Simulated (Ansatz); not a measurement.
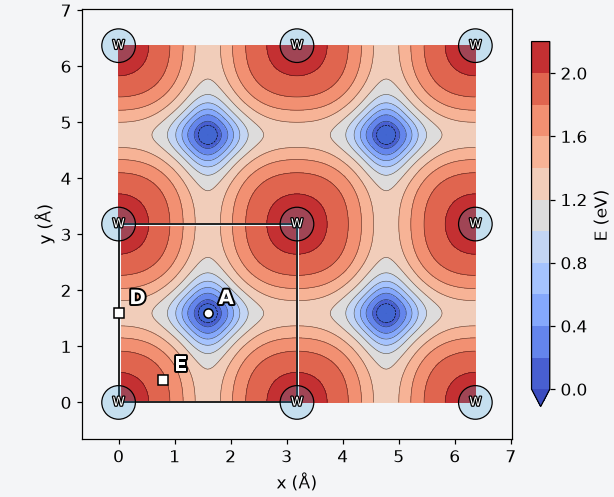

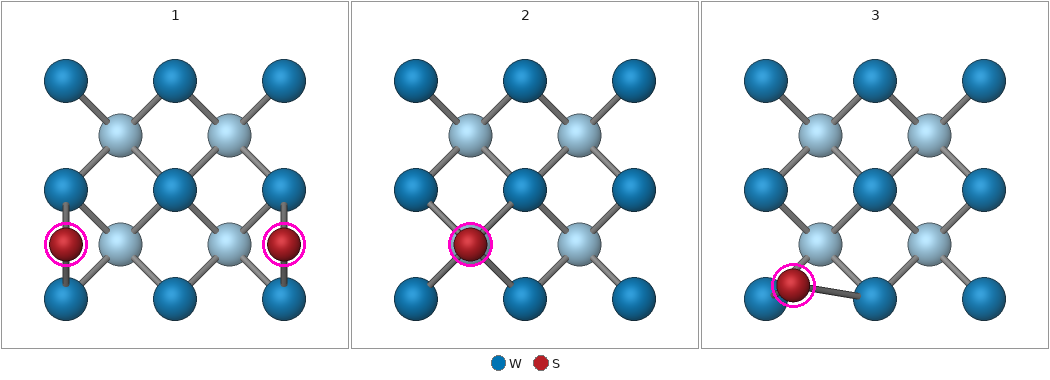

S on a W(100) slab cut from the Im-3m phase, its upper half relaxed before the scan (16 atoms of substrate and one adsorbate in a 2 × 2 cell). S is moved over the surface cell; relaxed at each place: the height of the adsorbate's atoms; substrate rigid; the origin of the map has the adsorbate above W13. Places are given modulo a cell vector. The map is drawn in real space over the plane of the surface. The scan uses an 8 × 8 grid; 15 points were computed and 49 follow by symmetry. Places are given in fractions of the 1 × 1 surface cell. All energies are given in eV relative to the lowest grid point. Theory: DFT PBE, scalar-relativistic, plane waves, PAW in Ansatz. Settings: cutoff 420 eV, k-mesh 4×4×1, gaussian smearing 0.1 eV, no spin polarisation.

In the figure: filled contours, labelled circles for the atoms of the top layer and small ones for the second layer, the outline of one cell of the 2 × 2 shown, lettered points. Between grid points the surface is interpolated. The numbered pictures are the structures at these points, in random order. Rings mark the moved atoms.

Which structure belongs to which point?

Answer. A is structure 2: a fourfold hollow over a second-layer W atom, (4/8, 4/8) of the cell vectors, 0.00 eV; D is structure 1: a bridge site between two W atoms, (0/8, 4/8) of the cell vectors, 1.30 eV; E is structure 3: (2/8, 1/8) of the cell vectors [nearest 1 W at 2.21 Å], 1.84 eV.
